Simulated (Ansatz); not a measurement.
# Run report: HfO2, geometry relaxation (part 2 of 3)

Continued. System: HfO2 (slab, 24 atoms in the cell). Method: DFT PBE, scalar-relativistic, plane waves, PAW, no spin polarisation (Ansatz 0.2.0); cutoff 420 eV, 2×3×1 k-mesh, Gaussian smearing of 0.05 eV. The structure derives from an entry of the Crystallography Open Database. The input holds or restrains some coordinates. Forces given for the steps count only the free coordinates. It belongs to a series of runs on one base structure; here: clean slab, lower planes held.

Geometry of the input (Å; fractional positions):
```
7.2091  0.0000  0.0000
0.0000  5.0976  0.0000
0.0000  0.0000  21.4068
Hf 0.2500  0.5000  0.3737
Hf 0.7500  0.5000  0.3737
O  0.5000  0.7500  0.3737
O  0.0000  0.7500  0.3737
O  0.5000  0.2500  0.3737
O  0.0000  0.2500  0.3737
Hf 0.5000  0.0000  0.4579
Hf 0.0000  0.0000  0.4579
O  0.7500  0.2500  0.4579
O  0.2500  0.2500  0.4579
O  0.7500  0.7500  0.4579
O  0.2500  0.7500  0.4579
Hf 0.7500  0.5000  0.5421
Hf 0.2500  0.5000  0.5421
O  0.0000  0.7500  0.5421
O  0.5000  0.7500  0.5421
O  0.0000  0.2500  0.5421
O  0.5000  0.2500  0.5421
Hf 0.0000  0.0000  0.6263
Hf 0.5000  0.0000  0.6263
O  0.2500  0.2500  0.6263
O  0.7500  0.2500  0.6263
O  0.2500  0.7500  0.6263
O  0.7500  0.7500  0.6263
```

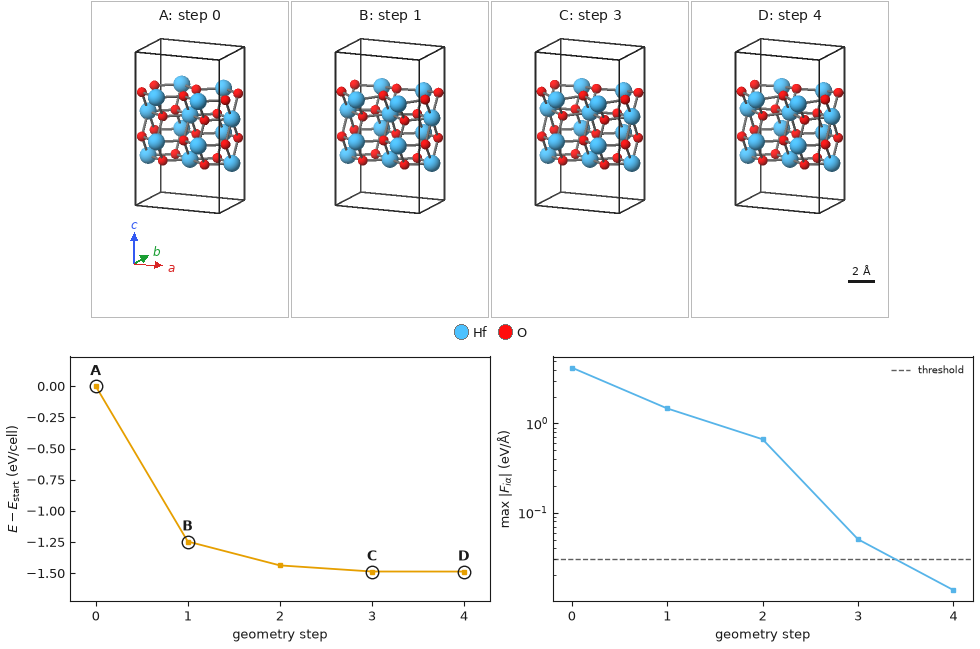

Figure 1. Frames of the restrained relaxation (ball-and-stick view of the cell of the calculation, with the vacuum cut short (origin shifted), seen slightly off an axis) above the curves, on which the letters mark them (the first geometry is step 0 here and step 1 in the log).

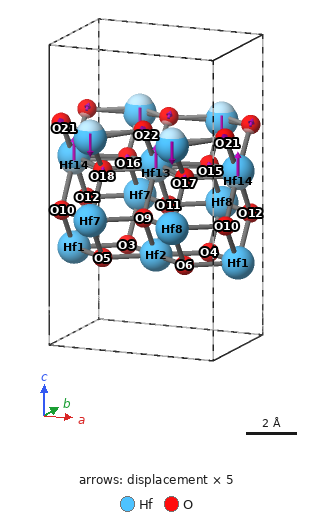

Figure 2. Start (faint) and end (solid) with the displacements as pink arrows, magnified 5 times (ball-and-stick view of the cell of the calculation, with the vacuum cut short (origin shifted), seen slightly off an axis). The largest moves, 0.20 Å, are those of Hf13 and Hf14. Largest moves by element: Hf 0.20 Å, O 0.08 Å. The cell doesn't change. Distances before and after: O15–Hf19 2.207 → 2.031 Å, O10–Hf14 2.207 → 2.377 Å, Hf13–O22 2.207 → 2.119 Å, Hf7–O16 2.207 → 2.244 Å. Among the angles that change: O21–Hf19–O24 180.0° → 166.9°, O15–Hf19–O17 70.5° → 78.7°, O15–Hf19–O21 109.5° → 116.2°. The energy falls by 1.486 eV per cell of the calculation in 4 geometry steps. The largest force component goes from 4.2 to 0.014 eV/Å. (Atoms are counted from 1 in the order of the input.)

```
WARN: The output density's exchange-correlation potential varies sharply where the density is thin. Do not read a vacuum level from v_tot or v_xc, or from such a field of the output density. On a cell that repeats whose density bears no net charge and no dipole along the vacuum's axis use v_es (v_loc + v_h of the components); under efield.dipole_correction with no amplitude use v_es + v_field, which holds any external_charges[].barrier, or the levels of the report's work_function block, which leave it out; under a non-zero efield.amplitude the vacuum is tilted and has no level; on a cell that repeats and bears such a dipole with no correction it is tilted too, and efield.dipole_correction with no amplitude gives each side of its ramp a level where efield: is served; in a cell that repeats whose density bears a net charge (total_charge, or a fill off its count) it is curved and has none; of a slab under crystal.periodic whose density bears no net charge use v_es, which has a level on each side, short of where the two are joined; of another it falls or rises all the way out and has none; of a slab beside external_charges read slab_vacuum_level instead, which it has where they leave it neutral. The grid or the basis barely resolves most such structure, and the values can differ between equally converged runs; as a rule a tighter scf.convergence.dr2_threshold does not remove it. Where the density itself ripples (under the LDA too) a higher basis.ecutwfc lessens it. The files hold the spikes' plane waves up to the density's cutoff. Files: v_tot_of_output_density and the like, and their columns of v_z.tsv (output.write_potential); v_xc_of_output_density and the like, and their columns of v_comp_z.tsv (output.write_potential_components). Measured: with its Gaussian average of σ = 0.25 Å subtracted twice, the exchange-correlation potential is over 0.1 eV at 48 of the grid points where the equally averaged density (valence and model cores) is under 1e-3 e/Å³, and 0.122 eV at the most among them, at an averaged density of 4.4e-7 e/Å³. The input density's (outcome.potential() and, of a run that writes arrays, v_tot and v_xc) is over 0.1 eV, so measured, at 84 points of its own thin density, 0.270 eV at the most. See output.write_potential in the manual, Limitations
SCF converged after 6 iterations
Free energy (F): -134883.543674 eV
Harris-Foulkes:  -134883.543674 eV  (|F-HF|=2.21e-9)
Internal energy: -134883.543674 eV  (E = F + TS)
E sigma→0 (E₀):  -134883.543674 eV
Fermi energy:    3.959504 eV
Dipole field:    D = -0.018981 V/Å  (p = -0.082518 e·Å, saw-weighted, corrected)
Work function:   Φ+ = 3.1123 eV   Φ− = 2.7060 eV
Levels:          The Fermi level and band energies are counted from a zero that moves with the ramp; work functions are not
--- Per-component energies (eV) ---
  E_band       = -3842.669361
  E_kinetic    = 6138.473502
  E_local      = -415145.614622  (includes V_loc(G=0)·N_el)
  E_nonlocal   = -9182.171450
  E_hartree    = 203558.576600
  E_xc         = -3570.174472
  E_vxc        = -3622.109759  (∫ρ·V_xc dr)
  E_paw        = -57934.710503  (= ΣΔE_a)
  E_vpaw       = 10851.550516  (= ΣTr[D̂ρ^β])
  E_aug_tail   = 0.039427  (compensation charges beyond the density's cutoff)
  E_efield     = 0.000783  (sawtooth field / dipole correction)
  E_vefield    = 0.051831  (∫n·V_field dr)
  E_ewald      = 141252.037063
  E_smearing   = -0.000000  (= −TS)
  E_closure    = 0.000000  (closes the sum)
  Σ components = -134883.543674   (vs F -134883.543674, Δ=0.00e0)
--- Forces (eV/Å), atoms counted from 1 ---
  atom   1  Hf     0.00000000     0.00000000     4.60356413
  atom   2  Hf     0.00000000     0.00000000     4.60356413
  atom   3  O     -0.00000000    -0.99715836    -0.86399871
  atom   4  O     -0.00000000    -0.99715836    -0.86399871
  atom   5  O      0.00000000     0.99715836    -0.86399871
  atom   6  O     -0.00000000     0.99715836    -0.86399871
  atom   7  Hf    -0.00000000     0.00000000    -3.25991624
  atom   8  Hf    -0.00000000     0.00000000    -3.25991624
  atom   9  O     -0.00000000     0.37684799     0.19310878
  atom  10  O     -0.00000000     0.37684799     0.19310878
  atom  11  O     -0.00000000    -0.37684799     0.19310878
  atom  12  O     -0.00000000    -0.37684799     0.19310878
  atom  13  Hf     0.00000000    -0.00000000     0.01023137
  atom  14  Hf     0.00000000     0.00000000     0.01023137
  atom  15  O     -0.00000000    -0.00272072    -0.00196990
  atom  16  O     -0.00000000    -0.00272072    -0.00196990
  atom  17  O      0.00000000     0.00272072    -0.00196990
  atom  18  O      0.00000000     0.00272072    -0.00196990
  atom  19  Hf     0.00000000     0.00000000    -0.00779787
  atom  20  Hf     0.00000000     0.00000000    -0.00779787
  atom  21  O      0.00000000     0.01357255    -0.00024564
  atom  22  O     -0.00000000     0.01357255    -0.00024564
  atom  23  O      0.00000000    -0.01357255    -0.00024564
  atom  24  O     -0.00000000    -0.01357255    -0.00024564
  max |Σ_I F_I| component: 2.59e-4 eV/Å
--- Band table (eV) ---
  k-point 0: bands = ["-59.4557", "-59.4508", "-59.3936", "-59.3896", "-59.3344", "-59.3307", "-58.9214", "-58.9172", "-28.5214", "-28.4628", "-28.3827", "-28.2577", "-28.2576", "-28.1918", "-28.1864", "-28.1742", "-28.0412", "-28.0364", "-28.0262", "-27.9555", "-27.9516", "-27.9481", "-27.9448", "-27.8921", "-27.8708", "-27.7246", "-27.6954", "-27.6227", "-27.5939", "-27.5908", "-27.5765", "-27.4847", "-16.6448", "-15.7644", "-15.6890", "-15.3822", "-15.2649", "-14.9365", "-14.6725", "-14.4425",
      "-14.3466", "-14.2665", "-14.1361", "-14.1001", "-13.9003", "-13.6818", "-13.5159", "-13.1118", "-9.4038", "-9.4017", "-9.3957", "-9.3936", "-9.3931", "-9.3909", "-9.3883", "-9.3818", "-9.3674", "-9.3533", "-9.3493", "-9.3363", "-9.3307", "-9.3303", "-9.3264", "-9.3215", "-9.3154", "-9.3109", "-9.3043", "-9.3042", "-9.2696", "-9.2631", "-9.2606", "-9.2424", "-9.2400", "-9.2359", "-9.2316", "-9.2285", "-9.2253", "-9.2223", "-9.2153", "-9.2137",
      "-9.2113", "-9.2098", "-9.2074", "-9.2067", "-9.2023", "-9.1816", "-9.1814", "-9.1732", "-9.1617", "-9.1095", "-8.8213", "-8.8177", "-8.8122", "-8.8034", "-8.8033", "-8.8026", "-8.8024", "-8.7998", "-8.7980", "-8.7933", "-8.7911", "-8.7823", "-8.7806", "-8.7140", "-4.3312", "-4.0449", "-3.8330", "-3.3040", "-3.1154", "-3.0141", "-2.6784", "-2.5857", "-2.1325", "-2.0980", "-2.0343", "-1.9552", "-1.9224", "-1.8490", "-1.8347", "-1.6764",
      "-1.6630", "-1.1899", "-0.9984", "-0.7823", "-0.7336", "-0.6307", "-0.5929", "-0.5683", "-0.3436", "-0.2718", "-0.1366", "-0.0035", "0.0132", "0.1026", "0.2331", "0.3866", "0.5554", "0.5846", "0.5917", "0.6168", "0.6827", "0.8415", "0.9540", "1.3237", "1.4732", "1.5374", "1.8192", "1.8855", "1.8886", "2.2832", "2.7207", "3.1288", "4.7902", "5.3156", "5.3557", "5.5694", "5.7397", "5.9481", "6.1215", "6.1553",
      "6.2183", "6.2607", "6.3481", "6.5065", "6.5744", "6.5774", "6.7973", "6.8781", "7.0164", "7.1949", "7.2555", "7.2603", "7.2635", "7.4412", "7.5566", "7.6514", "8.0562", "8.0767", "8.0802", "8.4564", "8.7879", "8.9261", "9.0415"]
  k-point 1: bands = ["-59.4552", "-59.4508", "-59.3935", "-59.3896", "-59.3349", "-59.3307", "-58.9214", "-58.9172", "-28.5010", "-28.4810", "-28.3500", "-28.3029", "-28.2645", "-28.2484", "-28.2278", "-28.0688", "-28.0387", "-28.0204", "-28.0158", "-27.9900", "-27.9598", "-27.9455", "-27.9156", "-27.9011", "-27.8866", "-27.7222", "-27.6886", "-27.6124", "-27.6095", "-27.5994", "-27.5599", "-27.4877", "-16.3794", "-15.9007", "-15.6673", "-15.5571", "-15.0879", "-14.8185", "-14.8020", "-14.4428",
      "-14.3939", "-14.3122", "-14.1866", "-14.0788", "-13.9133", "-13.7970", "-13.4073", "-13.3197", "-9.4033", "-9.4020", "-9.3959", "-9.3942", "-9.3942", "-9.3930", "-9.3891", "-9.3842", "-9.3673", "-9.3531", "-9.3461", "-9.3335", "-9.3316", "-9.3287", "-9.3268", "-9.3206", "-9.3143", "-9.3114", "-9.3041", "-9.3040", "-9.2711", "-9.2661", "-9.2566", "-9.2391", "-9.2372", "-9.2338", "-9.2335", "-9.2285", "-9.2223", "-9.2217", "-9.2152", "-9.2137",
      "-9.2118", "-9.2096", "-9.2090", "-9.2033", "-9.2001", "-9.1811", "-9.1803", "-9.1742", "-9.1692", "-9.1411", "-8.8210", "-8.8137", "-8.8085", "-8.8074", "-8.8032", "-8.8031", "-8.8030", "-8.8030", "-8.7997", "-8.7927", "-8.7909", "-8.7818", "-8.7806", "-8.7372", "-3.5129", "-3.4921", "-3.3813", "-3.1413", "-2.7659", "-2.6634", "-2.4971", "-2.3697", "-2.2926", "-2.2431", "-2.1008", "-1.8756", "-1.7866", "-1.6735", "-1.5634", "-1.5453",
      "-1.4589", "-1.3714", "-1.2092", "-1.0830", "-0.9883", "-0.7928", "-0.5877", "-0.5372", "-0.4816", "-0.1828", "-0.1693", "-0.0083", "0.0578", "0.1044", "0.2547", "0.3460", "0.3687", "0.3817", "0.5683", "0.5859", "0.7904", "0.9200", "0.9913", "1.0833", "1.1605", "1.1677", "1.2749", "1.3241", "1.5077", "1.5264", "1.8161", "2.1395", "5.1135", "5.6762", "5.7622", "5.9325", "6.0812", "6.1945", "6.2688", "6.2970",
      "6.3096", "6.4862", "6.5940", "6.6200", "6.6490", "6.6623", "6.8049", "6.8437", "6.8597", "6.9722", "7.0530", "7.3298", "7.3570", "7.4181", "7.5635", "7.7350", "8.0968", "8.1007", "8.6572", "8.6905", "8.7358", "8.8356", "9.0256"]
  k-point 2: bands = ["-59.4533", "-59.4533", "-59.3916", "-59.3916", "-59.3326", "-59.3326", "-58.9193", "-58.9193", "-28.4843", "-28.4843", "-28.3043", "-28.3043", "-28.2564", "-28.2564", "-28.1283", "-28.1283", "-28.0451", "-28.0451", "-27.9974", "-27.9974", "-27.9735", "-27.9735", "-27.8924", "-27.8924", "-27.8393", "-27.8393", "-27.6050", "-27.6050", "-27.5935", "-27.5935", "-27.5834", "-27.5834", "-16.2302", "-16.2302", "-15.5370", "-15.5370", "-14.9254", "-14.9254", "-14.6771", "-14.6771",
      "-14.2729", "-14.2729", "-14.0872", "-14.0872", "-13.8973", "-13.8973", "-13.3198", "-13.3198", "-9.4029", "-9.4029", "-9.3943", "-9.3943", "-9.3923", "-9.3923", "-9.3847", "-9.3847", "-9.3579", "-9.3579", "-9.3420", "-9.3420", "-9.3294", "-9.3294", "-9.3288", "-9.3288", "-9.3100", "-9.3100", "-9.3076", "-9.3076", "-9.2642", "-9.2642", "-9.2524", "-9.2524", "-9.2307", "-9.2307", "-9.2249", "-9.2249", "-9.2212", "-9.2212", "-9.2182", "-9.2182",
      "-9.2127", "-9.2127", "-9.2089", "-9.2089", "-9.1983", "-9.1983", "-9.1813", "-9.1813", "-9.1496", "-9.1496", "-8.8109", "-8.8109", "-8.8098", "-8.8098", "-8.8028", "-8.8028", "-8.8002", "-8.8002", "-8.7980", "-8.7980", "-8.7895", "-8.7895", "-8.7585", "-8.7585", "-3.8123", "-3.8123", "-3.1665", "-3.1665", "-3.0920", "-3.0920", "-2.6671", "-2.6671", "-2.5214", "-2.5214", "-2.3748", "-2.3748", "-1.9231", "-1.9231", "-1.4916", "-1.4916",
      "-1.3473", "-1.3473", "-1.0861", "-1.0861", "-1.0160", "-1.0160", "-0.6904", "-0.6904", "-0.2373", "-0.2373", "-0.0627", "-0.0627", "0.0357", "0.0357", "0.1537", "0.1537", "0.4310", "0.4310", "0.8289", "0.8289", "0.9032", "0.9032", "1.0836", "1.0836", "1.4653", "1.4653", "1.8594", "1.8594", "2.1357", "2.1357", "2.9966", "2.9966", "5.1155", "5.1155", "5.3642", "5.3642", "6.1377", "6.1377", "6.3107", "6.3107",
      "6.3832", "6.3832", "6.6588", "6.6588", "6.7673", "6.7673", "6.9698", "6.9698", "7.1456", "7.1456", "7.2543", "7.2543", "7.3215", "7.3215", "7.5504", "7.5504", "7.9594", "7.9594", "8.0421", "8.0421", "8.6490", "8.6490", "8.7775"]
```
